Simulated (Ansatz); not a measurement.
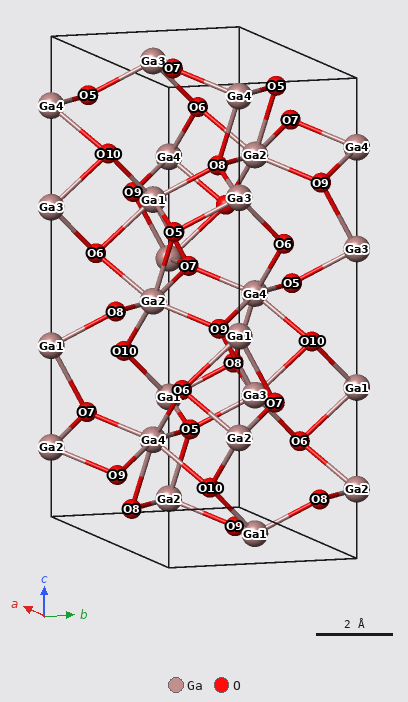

*The input geometry (ball-and-stick view of the cell 3 times as large as that of the calculation, set on its symmetry axes, seen at an oblique angle; atoms are numbered from 1 in the order of the input).*

Geometry relaxation, with input and output: Ga2O3

System: Ga2O3 (R-3c, 10 atoms in the cell).
Method: DFT PBE, scalar-relativistic, plane waves, PAW, no spin polarisation (Ansatz 0.2.0).

The structure was built on a prototype by a generator; it need not be a known phase. Figures and captions count atoms from 1; the log counts them from 0 in places.

Input file
```yaml
crystal:
  lattice:
    - [2.528731279, 1.4599636829, 4.5407105809]
    - [-2.528731279, 1.4599636829, 4.5407105809]
    - [0.0, -2.9199273709, 4.5407105792]
  atoms:
    - { symbol: Ga, position: [0.3558198951, 0.3558198951, 0.3558198951] }
    - { symbol: Ga, position: [0.1441801049, 0.1441801049, 0.1441801049] }
    - { symbol: Ga, position: [0.6441801049, 0.6441801049, 0.6441801049] }
    - { symbol: Ga, position: [0.8558198951, 0.8558198951, 0.8558198951] }
    - { symbol: O, position: [0.5532043674, 0.25, 0.9467956326] }
    - { symbol: O, position: [0.25, 0.9467956326, 0.5532043674] }
    - { symbol: O, position: [0.9467956326, 0.5532043674, 0.25] }
    - { symbol: O, position: [0.4467956326, 0.75, 0.0532043674] }
    - { symbol: O, position: [0.0532043674, 0.4467956326, 0.75] }
    - { symbol: O, position: [0.75, 0.0532043674, 0.4467956326] }
basis:
  ecutwfc: 420
kpoints:
  mp_grid: { grid: [9, 9, 9] }
hamiltonian:
  xc: pbe
scf:
  occupations: { method: gaussian, width: 0.02 }
output:
  forces: true
  stress: true
  eigenvalues: true
  write_density: true
  write_potential: true
  elf: true
  volumetric_format: npy
relax:
  adjacent_minimum: "off"
  f_tol: 0.005
  max_steps: 80
  cell: { stress_tol: 0.05 }
```

Run on 2 threads of Arm Neoverse V1, 24 GiB of memory available, shared host.

Launch command:
```bash
ansatz run input.yaml --threads 2 --pin off --max-ram 5120MiB --backend cpu --events-out ev --progress --plain --runs-dir out
```

What the program printed
```
Engine: ansatz 0.2.0, aarch64-unknown-linux-gnu
Pseudopotentials: kind: paw
Pseudopotential: Ga, paw, valence charge 13, recommended cutoff 420 eV (normal), Ga.paw.azcp
Pseudopotential: O, paw, valence charge 6, recommended cutoff 420 eV (normal), O.paw.azcp
Functional definition: PBE
  parameter kappa = 0.804
  parameter beta = 0.06672455060314922
  exchange = pbe_x(kappa = kappa, mu = beta*pi^2/3)
  correlation = pbe_c(beta = beta)
Crystal: 10 atoms, lattice volume = 100.582 Å³
Basis set: ecut = 420 eV, 1929 PW (Γ), exchange–correlation on 80×80×80 points (8 copies of the dense FFT grid, shifted against one another)
Bands: 54, of which v1, the nominal top of the filled ones, is band 44 counted from 1 (43 counted from 0)
Symmetry: 12 space group operations
Space group: R-3c (ITA 167), of the structure as read, at distance tolerance 4.7e-5 Å
k-points: 85 of 729
Non-local potential: Ga, projectors of the file, l = 0: 2, l = 1: 2, l = 2: 3, l = 3: 1
Non-local potential: O, projectors of the file, l = 0: 2, l = 1: 2, l = 2: 1
PAW form: soft (Blöchl's): semilocal exchange-correlation on the pseudo side does not see the compensation charge
PAW one-centre angular grid: Ga, 590 points (default); XC on 64 Gauss nodes
PAW one-centre angular grid: O, 110 points (default); XC on 64 Gauss nodes
Initial density: superposition of atomic densities (neutral atoms: chi_scale 0, normalization atom), corrected by the library's trained network
Initial wavefunctions: pseudopotential atomic-orbital guess
Functional: x = pbe(κ = 0.804, μ = 0.2195149727645171), c = pbe(β = 0.06672455060314922)
SCF iter   1: F=—  HF=-18539.813507 eV  |F-HF|=—  |Δ(HF+E_count)|=         —  Δρ=1.06e-3  dr2=2.79e-4  ethr=1.77e-3  ⟨swp⟩=6.2  Hψ=16733  notcnv=0  defer=12
preconditioner: auto → Resta (q_TF=auto, 2.668 Å⁻¹)  ε∞=4.8  [insulator: Δε(μ)=2.413 eV  Ē_g=17.814 eV  σ=0.020 eV  W_gap=1.00  n_scr=26 (ndim 8)  ℏωp=34.7 eV  f_vac=0.017  D(μ)=0.00/eV (n_scr^D=0)  ε∞_Penn≈4.8]
SCF iter   2: F=—  HF=-18539.813806 eV  |F-HF|=—  |Δ(HF+E_count)|=   2.99e-4  Δρ=5.81e-4  dr2=7.58e-5  ethr=3.17e-7  ⟨swp⟩=2.7  Hψ=9951  notcnv=0  defer=272
SCF iter   3: F=—  HF=-18539.814237 eV  |F-HF|=—  |Δ(HF+E_count)|=   4.31e-4  Δρ=1.78e-4  dr2=1.48e-5  ethr=8.62e-8  ⟨swp⟩=2.0  Hψ=7937  notcnv=0  defer=272
SCF iter   4: F=—  HF=-18539.814245 eV  |F-HF|=—  |Δ(HF+E_count)|=   8.06e-6  Δρ=4.58e-5  dr2=1.03e-6  ethr=1.68e-8  ⟨swp⟩=2.0  Hψ=7427  notcnv=0  defer=272
SCF iter   5: F=—  HF=-18539.814248 eV  |F-HF|=—  |Δ(HF+E_count)|=   2.81e-6  Δρ=1.33e-5  dr2=1.18e-7  ethr=1.17e-9  ⟨swp⟩=2.0  Hψ=7929  notcnv=0  defer=272
SCF iter   6: F=-18539.814249 eV  HF=-18539.814249 eV  |F-HF|=1.27e-9  |Δ(HF+E_count)|=   3.48e-7  Δρ=5.83e-6  dr2=2.72e-8  ethr=1.14e-10  ⟨swp⟩=13.4  Hψ=32186  notcnv=0
SCF 1 converged in 6 iterations: F = -18539.814249 eV  dr2 = 2.72e-8
  greatest PAW one-centre occupation: 0.998 electrons in one spin orbital (limit 2), on the Ga atom at site 2 (counted from 0), in its partial waves of l = 2
relax step   1: F+E_penalty+E_count = -18539.81424858 eV  Δ(F+E_penalty+E_count) = +0.000e0 eV  max|allowed force component| = 5.431e-3 eV/Å  Δτ_max = 0.0000 Å  P = +0.039 GPa  Ω = 100.582 Å³  (6 SCF iters, dr2 threshold 1.00e-7 eV, accepted)
Crystal: 10 atoms, lattice volume = 100.593 Å³
Initial density: handed on by an earlier stage of this run
Initial wavefunctions: those handed on with the density
iter 1 solved again at ethr=3.63e-9 eV; its pass at ethr=3.10e-3 eV (dr2=3.19e-6 eV) is discarded
SCF iter   1: F=—  HF=-18539.814205 eV  |F-HF|=—  |Δ(HF+E_count)|=         —  Δρ=1.02e-4  dr2=3.28e-6  ethr=3.63e-9  ⟨swp⟩=2.4  Hψ=17060  notcnv=0
preconditioner: auto → Resta (q_TF=auto, 2.668 Å⁻¹)  ε∞=4.8  [insulator: Δε(μ)=2.415 eV  Ē_g=17.815 eV  σ=0.020 eV  W_gap=1.00  n_scr=26 (ndim 8)  ℏωp=34.7 eV  f_vac=0.018  D(μ)=0.00/eV (n_scr^D=0)  ε∞_Penn≈4.8]
SCF iter   2: F=—  HF=-18539.814199 eV  |F-HF|=—  |Δ(HF+E_count)|=   5.47e-6  Δρ=4.99e-5  dr2=7.71e-7  ethr=3.63e-9  ⟨swp⟩=2.0  Hψ=7334  notcnv=0
SCF iter   3: F=—  HF=-18539.814199 eV  |F-HF|=—  |Δ(HF+E_count)|=   1.22e-7  Δρ=7.36e-6  dr2=4.02e-8  ethr=8.76e-10  ⟨swp⟩=2.0  Hψ=6378  notcnv=0
SCF iter   4: F=-18539.814199 eV  HF=-18539.814199 eV  |F-HF|=7.97e-10  |Δ(HF+E_count)|=   5.25e-9  Δρ=2.74e-6  dr2=7.00e-9  ethr=8.78e-12  ⟨swp⟩=7.2  Hψ=25501  notcnv=0
SCF 2 converged in 4 iterations: F = -18539.814199 eV  dr2 = 7.00e-9
relax step   2: F+E_penalty+E_count = -18539.81419936 eV  Δ(F+E_penalty+E_count) = +4.923e-5 eV  max|allowed force component| = 4.140e-4 eV/Å  Δτ_max = 0.0004 Å  P = +0.019 GPa  Ω = 100.593 Å³  energy of the carried Pulay correction = -5.775e-5 eV  (4 SCF iters, dr2 threshold 7.72e-9 eV, accepted)
Initial wavefunctions: pseudopotential atomic-orbital guess (no wavefunctions were taken with the density)
iter 1 solved again at ethr=1.50e-8 eV; its pass at ethr=3.10e-3 eV (dr2=1.32e-5 eV) is discarded
SCF iter   1: F=—  HF=-18539.814287 eV  |F-HF|=—  |Δ(HF+E_count)|=         —  Δρ=3.75e-6  dr2=8.51e-9  ethr=1.50e-8  ⟨swp⟩=3.9  Hψ=30876  notcnv=0
preconditioner: auto → Resta (q_TF=auto, 2.668 Å⁻¹)  ε∞=4.8  [insulator: Δε(μ)=2.416 eV  Ē_g=17.815 eV  σ=0.020 eV  W_gap=1.00  n_scr=26 (ndim 8)  ℏωp=34.7 eV  f_vac=0.018  D(μ)=0.00/eV (n_scr^D=0)  ε∞_Penn≈4.8]
SCF iter   2: F=—  HF=-18539.814281 eV  |F-HF|=—  |Δ(HF+E_count)|=   5.43e-6  Δρ=1.85e-6  dr2=2.59e-9  ethr=9.67e-12  ⟨swp⟩=2.2  Hψ=8350  notcnv=0
SCF iter   3: F=—  HF=-18539.814281 eV  |F-HF|=—  |Δ(HF+E_count)|=   1.22e-9  Δρ=8.12e-7  dr2=5.84e-10  ethr=2.94e-12  ⟨swp⟩=3.0  Hψ=8964  notcnv=0
SCF iter   4: F=-18539.814281 eV  HF=-18539.814281 eV  |F-HF|=2.55e-11  |Δ(HF+E_count)|=  1.35e-10  Δρ=2.07e-7  dr2=3.64e-11  ethr=1.00e-12  ⟨swp⟩=5.2  Hψ=24651  notcnv=0
SCF 3 converged in 4 iterations: F = -18539.814281 eV  dr2 = 3.64e-11
  greatest PAW one-centre occupation: 0.998 electrons in one spin orbital (limit 2), on the Ga atom at site 3 (counted from 0), in its partial waves of l = 2
relax step   3: F+E_penalty+E_count = -18539.81428111 eV  Δ(F+E_penalty+E_count) = -8.176e-5 eV  max|allowed force component| = 3.100e-4 eV/Å  Δτ_max = 0.0000 Å  P = +0.020 GPa  Ω = 100.593 Å³  stress off target by 3.51e-2 GPa  SCF on the basis re-selected at this cell (its energy is not comparable with the rows above)  (4 SCF iters)
```

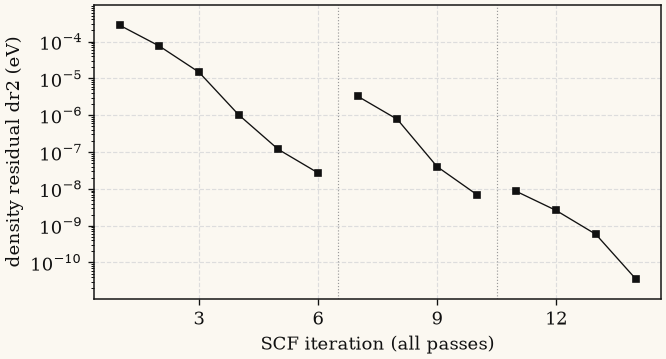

*Convergence of the self-consistent field: density residual dr2 against the SCF iteration. The dotted lines part the SCF passes of the relaxation: geometry steps, rejected trials and re-solves on a re-selected basis.*

The passes take 6, 4 and 4 iterations.

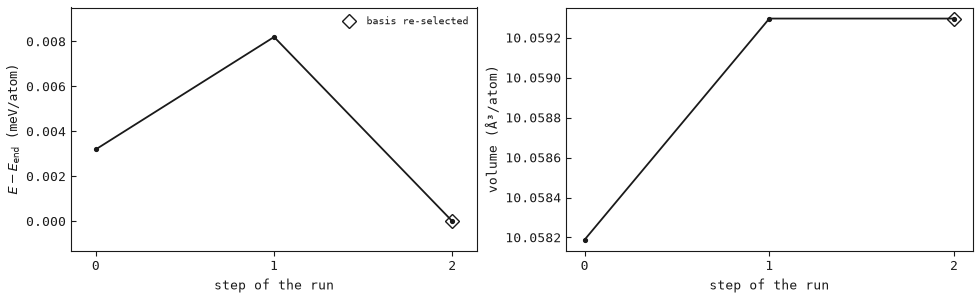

*Progress of the relaxation, step by step (the first geometry is step 0 here and step 1 in the log).*

The atoms keep their places (all moves are under 0.005 Å). The lattice vectors keep their values. The space group stays R-3c (No. 167). Over 1 geometry step the energy rises by next to nothing (0.0 meV per atom). Largest force component: 0.0054 eV/Å at the start, 0.00031 eV/Å at the end. Pressure: 0.04 GPa at the start and 0.02 GPa at the end. A last SCF at the same geometry on a re-selected plane-wave basis shifts the energy by next to nothing (0.0 meV per atom).

```
basis re-selected at this cell: Δ(F+E_penalty+E_count) = -8.176e-5 eV, ΔP = +0.001 GPa vs the last step (what re-selecting the basis moved, of the pressure what is left beyond the Pulay correction that the steps carried, after the strain that the cell walked since its last selection, with what the two solves' SCF thresholds leave and, on support functions, any second-order correction that the steps lacked; it is no measure of the basis error at this ecutwfc). This SCF's stress stands 3.51e-2 GPa from its target on what of the cell is left free (relax.cell.stress_tol is 5.00e-2 GPa) and its largest allowed force component is 3.10e-4 eV/Å (relax.f_tol is 5.00e-3 eV/Å): within both
SCF converged after 4 iterations
Free energy (F): -18539.814281 eV
Harris-Foulkes:  -18539.814281 eV  (|F-HF|=2.55e-11)
Internal energy: -18539.814281 eV  (E = F + TS)
E sigma→0 (E₀):  -18539.814281 eV
Fermi energy:    9.790494 eV
--- Per-component energies (eV) ---
  E_band       = -38.848200
  E_kinetic    = 1517.074578
  E_local      = -8663.776131  (includes V_loc(G=0)·N_el)
  E_nonlocal   = 2022.690547
  E_hartree    = 3902.334973
  E_xc         = -711.188233
  E_vxc        = -788.851546  (∫ρ·V_xc dr)
  E_paw        = -8946.013958  (= ΣΔE_a)
  E_vpaw       = -1930.669585  (= ΣTr[D̂ρ^β])
  E_aug_tail   = 0.014256  (compensation charges beyond the density's cutoff)
  E_ewald      = -7660.950313
  E_smearing   = -0.000000  (= −TS)
  E_closure    = 0.000000  (closes the sum)
  Σ components = -18539.814281   (vs F -18539.814281, Δ=0.00e0)
--- Forces (eV/Å), atoms counted from 1 ---
  atom   1  Ga    -0.00000000     0.00000000    -0.00031004
  atom   2  Ga    -0.00000000    -0.00000000     0.00031004
  atom   3  Ga     0.00000000    -0.00000000     0.00031004
  atom   4  Ga     0.00000000     0.00000000    -0.00031004
  atom   5  O      0.00015134     0.00026213     0.00000000
  atom   6  O      0.00015134    -0.00026213    -0.00000000
  atom   7  O     -0.00030269    -0.00000000    -0.00000000
  atom   8  O     -0.00015134    -0.00026213    -0.00000000
  atom   9  O      0.00030269     0.00000000     0.00000000
  atom  10  O     -0.00015134     0.00026213     0.00000000
  max |Σ_I F_I| component: 1.16e-17 eV/Å
--- Stress (GPa, compression-positive) ---
        0.035130       0.000000      -0.000000
        0.000000       0.035130       0.000000
       -0.000000       0.000000      -0.009527
  P = ⅓ Tr σ = 0.0202 GPa (0.202 kbar)
--- Band table (eV; the first three rows and the last of 85) ---
  k-point 0: bands = ["-10.0743", "-8.2346", "-8.2346", "-8.1998", "-8.1840", "-8.1840", "-4.1442", "-4.1442", "-4.0648", "-4.0648", "-4.0035", "-3.9687", "-3.9306", "-3.9306", "-3.9007", "-3.9007", "-3.8576", "-3.8576", "-3.7888", "-3.7885", "-3.7885", "-3.7874", "-3.5604", "-3.5604", "-3.0046", "-3.0046", "1.5893", "2.2729", "3.5557", "3.5557", "4.5434", "4.7399", "5.1727", "5.1727", "5.4744", "7.6014", "7.6014", "8.0839", "8.0839", "8.2799", "8.2799", "8.2858", "8.3646", "8.3646", "10.9981", "14.9147", "15.1684", "17.1147", "18.4534", "18.4578", "18.4578", "19.3062", "19.5007", "19.5007"]
  k-point 1: bands = ["-10.0216", "-8.2774", "-8.2363", "-8.2360", "-8.1898", "-8.1709", "-4.1376", "-4.1369", "-4.0634", "-4.0609", "-4.0035", "-3.9711", "-3.9278", "-3.9271", "-3.9050", "-3.9014", "-3.8636", "-3.8594", "-3.7954", "-3.7904", "-3.7876", "-3.7620", "-3.5748", "-3.5593", "-3.0531", "-3.0187", "1.6593", "2.2445", "3.3416", "3.7897", "4.3301", "5.0242", "5.0727", "5.4959", "5.7947", "7.2242", "7.5734", "7.8828", "8.0264", "8.0761", "8.1246", "8.2335", "8.4189", "8.4719", "11.4390", "14.8674", "15.3311", "16.9504", "17.8156", "18.4429", "18.9861", "19.0471", "19.7022", "19.9443"]
  k-point 2: bands = ["-9.8681", "-8.4417", "-8.2550", "-8.2445", "-8.2010", "-8.1757", "-4.1209", "-4.1163", "-4.0562", "-4.0547", "-4.0027", "-3.9726", "-3.9248", "-3.9225", "-3.9133", "-3.9110", "-3.8702", "-3.8622", "-3.8114", "-3.7936", "-3.7857", "-3.6930", "-3.6149", "-3.5522", "-3.1707", "-3.0672", "1.8590", "2.2648", "2.9719", "4.1595", "4.3059", "5.0344", "5.6215", "6.0350", "6.3038", "6.4753", "7.3071", "7.3426", "7.7366", "7.9840", "8.0328", "8.0887", "8.4207", "8.5527", "12.3499", "14.7732", "15.5713", "16.5357", "17.3726", "18.0909", "19.1936", "19.5245", "20.1165", "20.1285"]
  k-point 84: bands = ["-9.2706", "-9.1697", "-8.2592", "-8.2297", "-8.2184", "-8.1941", "-4.0876", "-4.0795", "-4.0596", "-4.0509", "-4.0503", "-4.0406", "-3.9508", "-3.9465", "-3.9436", "-3.9343", "-3.8131", "-3.8113", "-3.8036", "-3.7927", "-3.7375", "-3.7302", "-3.5289", "-3.5066", "-3.2398", "-3.2059", "2.5824", "2.6350", "3.9971", "4.1875", "4.6417", "5.0229", "5.0570", "5.1928", "6.1975", "6.2805", "6.8542", "6.9843", "7.4231", "7.5704", "8.1440", "8.1520", "8.2700", "8.2848", "14.1279", "14.3241", "15.9914", "16.1759", "17.6453", "17.7945", "19.2322", "19.3367", "20.3289", "20.4278"]
--- Relaxed structure (2 steps of the walk, 2 accepted, 1 SCFs on fresh bases) ---
  F+E_penalty+E_count = -18539.81428111 eV   max|allowed force component| = 3.100e-4 eV/Å   (the final SCF, on the basis selected at the relaxed cell)
  cell:  # Å, volume = 100.5930 Å³
    - [2.528654173661225, 1.4599191661192723, 4.541487850034566]
    - [-2.528654173661225, 1.4599191661192723, 4.541487850034566]
    - [1.4914505697793438e-34, -2.9198383374330645, 4.541487848364722]
  atoms:
    - { symbol: Ga, position: [0.3558393523519391, 0.3558393523519391, 0.3558393523519391] }
    - { symbol: Ga, position: [0.14416064764806083, 0.14416064764806083, 0.14416064764806083] }
    - { symbol: Ga, position: [0.6441606476480607, 0.6441606476480607, 0.6441606476480606] }
    - { symbol: Ga, position: [0.855839352351939, 0.855839352351939, 0.8558393523519389] }
    - { symbol: O, position: [0.5531267012769101, 0.2499999999999999, 0.9468732987230895] }
    - { symbol: O, position: [0.24999999999999983, 0.9468732987230897, 0.5531267012769101] }
    - { symbol: O, position: [0.9468732987230898, 0.5531267012769101, 0.24999999999999994] }
    - { symbol: O, position: [0.44687329872308973, 0.75, 0.05312670127691027] }
    - { symbol: O, position: [0.053126701276910215, 0.44687329872308973, 0.7499999999999998] }
    - { symbol: O, position: [0.75, 0.05312670127691016, 0.44687329872308973] }
```

Trajectory as extended XYZ (Å, eV, eV/Å), 3 frames, from step=1 to step=3
```
10
Lattice="2.5287 1.4600 4.5407 -2.5287 1.4600 4.5407 0.0000 -2.9199 4.5407" Properties=species:S:1:pos:R:3:forces:R:3 step=1 energy=-18539.81425 pressure_GPa=0.04
Ga    0.0000    0.0000    4.8470    0.0000   0.0000   0.0023
Ga    0.0000    0.0000    1.9640    0.0000   0.0000  -0.0023
Ga    0.0000    0.0000    8.7751    0.0000   0.0000  -0.0023
Ga    0.0000    0.0000   11.6581    0.0000   0.0000   0.0023
O     0.7667   -1.5919    7.9462   -0.0027  -0.0047   0.0000
O    -1.7620    0.1320    7.9462   -0.0027   0.0047   0.0000
O     0.9953    1.4600    7.9462    0.0054   0.0000   0.0000
O    -0.7667    1.5919    5.6759    0.0027   0.0047   0.0000
O    -0.9953   -1.4600    5.6759   -0.0054   0.0000   0.0000
O     1.7620   -0.1320    5.6759    0.0027  -0.0047   0.0000
10
Lattice="2.5287 1.4599 4.5415 -2.5287 1.4599 4.5415 0.0000 -2.9198 4.5415" Properties=species:S:1:pos:R:3:forces:R:3 step=2 energy=-18539.81420 pressure_GPa=0.02
Ga    0.0000    0.0000    4.8481    0.0000   0.0000  -0.0004
Ga    0.0000    0.0000    1.9641    0.0000   0.0000   0.0004
Ga    0.0000    0.0000    8.7763    0.0000   0.0000   0.0004
Ga    0.0000    0.0000   11.6604    0.0000   0.0000  -0.0004
O     0.7665   -1.5922    7.9476    0.0001   0.0003   0.0000
O    -1.7622    0.1323    7.9476    0.0001  -0.0003   0.0000
O     0.9956    1.4599    7.9476   -0.0003   0.0000   0.0000
O    -0.7665    1.5922    5.6769   -0.0001  -0.0003   0.0000
O    -0.9956   -1.4599    5.6769    0.0003   0.0000   0.0000
O     1.7622   -0.1323    5.6769   -0.0001   0.0003   0.0000
10
Lattice="2.5287 1.4599 4.5415 -2.5287 1.4599 4.5415 0.0000 -2.9198 4.5415" Properties=species:S:1:pos:R:3:forces:R:3 step=3 energy=-18539.81428 pressure_GPa=0.02
Ga    0.0000    0.0000    4.8481    0.0000   0.0000  -0.0003
Ga    0.0000    0.0000    1.9641    0.0000   0.0000   0.0003
Ga    0.0000    0.0000    8.7763    0.0000   0.0000   0.0003
Ga    0.0000    0.0000   11.6604    0.0000   0.0000  -0.0003
O     0.7665   -1.5922    7.9476    0.0002   0.0003   0.0000
O    -1.7622    0.1323    7.9476    0.0002  -0.0003   0.0000
O     0.9956    1.4599    7.9476   -0.0003   0.0000   0.0000
O    -0.7665    1.5922    5.6769   -0.0002  -0.0003   0.0000
O    -0.9956   -1.4599    5.6769    0.0003   0.0000   0.0000
O     1.7622   -0.1323    5.6769   -0.0002   0.0003   0.0000
```

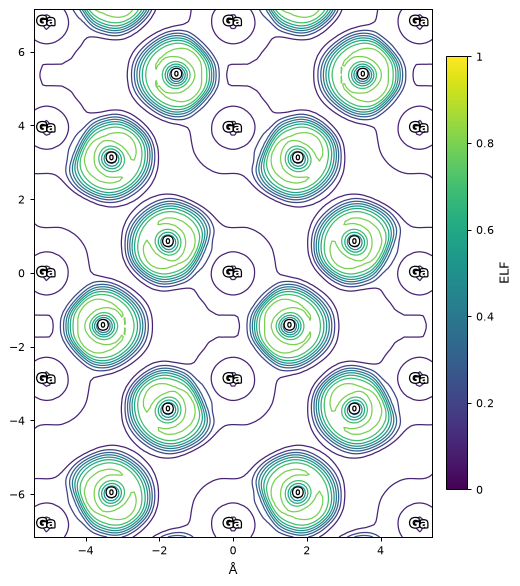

*ELF on the (100) plane of the conventional cell.*

Atoms in the plane: Ga and O. Ga–O (1.95 Å): the ELF is about 0.35 at the midpoint. Ga–O (2.10 Å): the ELF is about 0.25 at the midpoint. The fields are those of the smooth PAW valence density.

Results in brief

```json
{"quantity": "outcome", "value": "converged"}
{"quantity": "space group (tolerance 0.01 Å)", "value": "R-3c (167)"}
{"quantity": "electrons treated", "value": "88"}
{"quantity": "free energy", "value": "−18539.8143 eV"}
{"quantity": "Fermi energy", "value": "9.790 eV"}
{"quantity": "gap on the k-point mesh", "value": "2.42 eV"}
{"quantity": "pressure", "value": "0.02 GPa"}
{"quantity": "final volume", "value": "100.59 Å³"}
{"quantity": "largest force (length of the vector) at the end", "value": "under 0.001 eV/Å"}
{"quantity": "final cell", "value": "a = 5.399 Å, b = 5.399 Å, c = 5.399 Å, α = 55.85°, β = 55.85°, γ = 55.85°"}
{"quantity": "wall time", "value": "51 s (CPU time 1.7 min)"}
{"quantity": "peak memory", "value": "0.64 GiB"}
```
